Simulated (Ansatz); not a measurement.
Input

```
crystal:
  lattice:
    - [5.4019422742, 0.0, 0.0]
    - [-2.7009711371, 8.1029134113, 0.0]
    - [-1.3504855685, 0.0, 2.3608224005]
  atoms:
    - { symbol: Ru, position: [0.3958333333, 0.125, 0.3333333333] }
    - { symbol: Ru, position: [0.6458333333, 0.625, 0.3333333333] }
    - { symbol: Ru, position: [0.8958333333, 0.125, 0.3333333333] }
    - { symbol: Ru, position: [0.1458333333, 0.625, 0.3333333333] }
    - { symbol: Ru, position: [0.3541666667, 0.375, 0.6666666667] }
    - { symbol: Ru, position: [0.6041666667, 0.875, 0.6666666667] }
    - { symbol: Ru, position: [0.8541666667, 0.375, 0.6666666667] }
    - { symbol: Ru, position: [0.1041666667, 0.875, 0.6666666667] }
basis:
  ecutwfc: 420
kpoints:
  mp_grid: { grid: [7, 5, 15] }
hamiltonian:
  xc: lda
scf:
  occupations: { method: gaussian, width: 0.1 }
output:
  forces: true
  stress: true
  eigenvalues: true
  write_density: true
  write_potential: true
  elf: true
  volumetric_format: npy
relax:
  adjacent_minimum: "off"
  f_tol: 0.01
  max_steps: 50
  cell: { fix: [a, b, gamma], stress_tol: 0.1 }
```

Launched as:

```sh
ansatz run input.yaml --threads 8 --pin off --max-ram 20480MiB --backend cpu --events-out ev --progress --plain --runs-dir out
```

The fields are those of the run's last geometry, not of the input's.

Space group P6₃/mmc; a structure from a database of computed crystals, not necessarily the ambient phase; computed pressure about 10 GPa in this cell; computed without spin polarisation.

These are results of DFT LDA, scalar-relativistic, plane waves, PAW (Ansatz 0.2.0), not measurements.

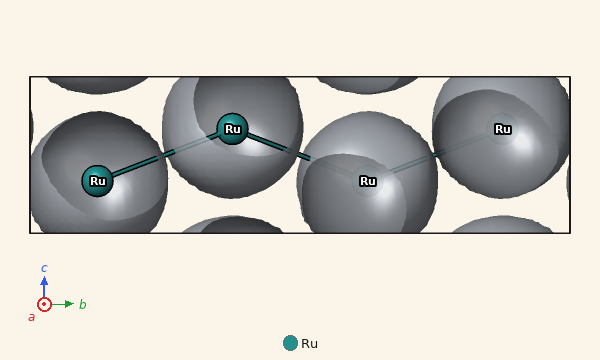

Ru. Isosurface of the valence pseudo-density at 0.6 e/Å³ (grey), seen along the a axis. Sticks mark near contacts.

In a PAW calculation such maps are meaningful between the atoms, not at the nuclei.

Question: Which contacts does the surface bridge?

Answer: At this value the density breaks into separate islands; it holds about 80 % of the electrons treated as valence (semicore included). It bridges none of the near contacts. It is pinched off along the sampled Ru–Ru (2.56 Å) and Ru–Ru (2.70 Å) contacts. On the grid the lowest density along these lines, outside the cores, is 0.51 e/Å³ (Ru–Ru, 2.56 Å) and 0.39 e/Å³ (Ru–Ru, 2.70 Å).

Question: Metal or insulator at this level of theory?

Answer: It is gapless in this calculation (a metal or semimetal).
